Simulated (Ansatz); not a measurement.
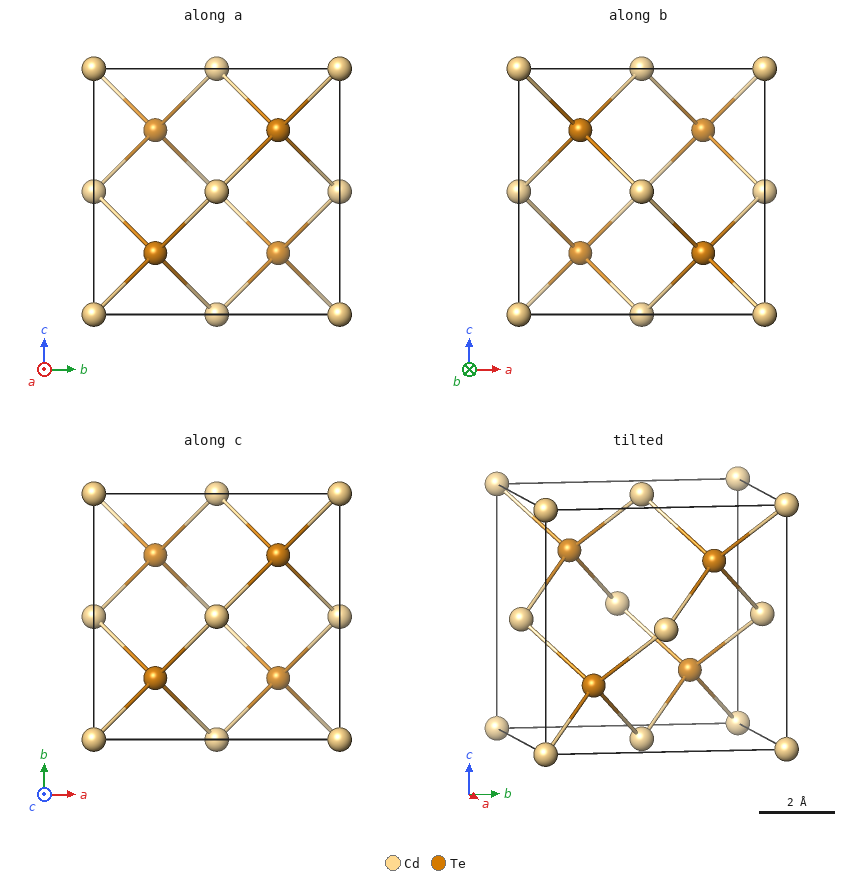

Shown here is a ball-and-stick view of the crystal, taken along the a axis, along the b axis, along the c axis and slightly off an axis. The parallelepiped is the conventional unit cell.

Lattice parameters: a = 6.644 Å, b = 6.644 Å, c = 6.644 Å, α = 90.00°, β = 90.00°, γ = 90.00°. Put a along x and b in the xy plane.

**Record the structure as a POSCAR file.**

```
Cd Te
1.0
     6.644    0.000    0.000
     0.000    6.644    0.000
     0.000    0.000    6.644
Cd Te
4 4
Direct
  0.0000 0.0000 0.0000
  0.0000 0.5000 0.5000
  0.5000 0.0000 0.5000
  0.5000 0.5000 0.0000
  0.2500 0.2500 0.7500
  0.2500 0.7500 0.2500
  0.7500 0.2500 0.2500
  0.7500 0.7500 0.7500
```

It goes back to a structure type known for this compound. The cell was then strained or its atoms displaced on purpose. A calculation with Ansatz used it as input.
